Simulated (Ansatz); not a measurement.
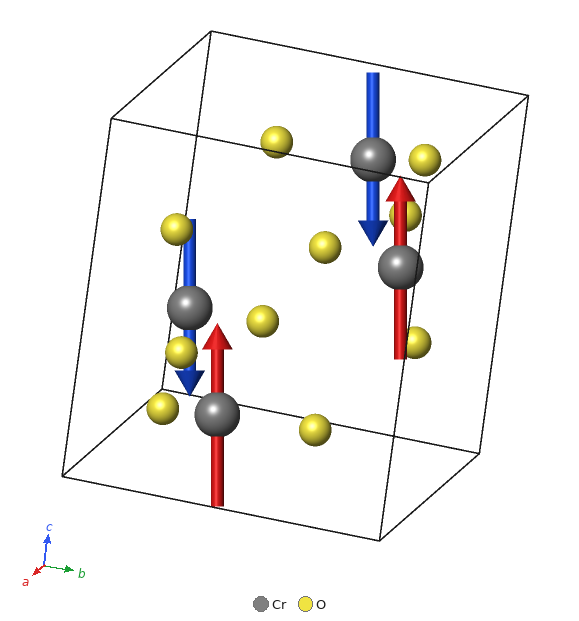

Spheres-only representation of a periodic structure, projected slightly off an axis. The outline marks the cell (the run's own, in a reduced setting). Arrows are the site magnetic moments above 0.25 μB (those induced on non-metal atoms are left out); longer means larger, and red and blue are up and down (without spin-orbit coupling the axis itself is arbitrary).

This is the lowest state found for Cr2O3. Method used: DFT, PAW plane waves, r2SCAN+U in Ansatz. It ran with a basis cut at 500 eV, k-points about 0.38 Å⁻¹ apart, Fermi-Dirac smearing of 0.1 eV, U_eff = 2.28 eV on Cr d, inter-site V terms, collinear spins.

Describe the spin arrangement.

Ferrimagnetic (within this cell). Site moments: 2 Cr +1.2 μB and 2 Cr −1.0 to −1.1 μB. The net spin moment of the whole cell is 0.1 μB.

Provenance: a known structure type with the cell strained and the atoms shaken on purpose; not relaxed. Ansatz was used for an electronic-structure calculation on it.

At this level of theory the cell isn't at rest (compressed, at 176 GPa and forces up to 14.9 eV/Å), so its distances can differ from those at equilibrium, the more so the softer the solid, and its magnetic state may change on relaxation.
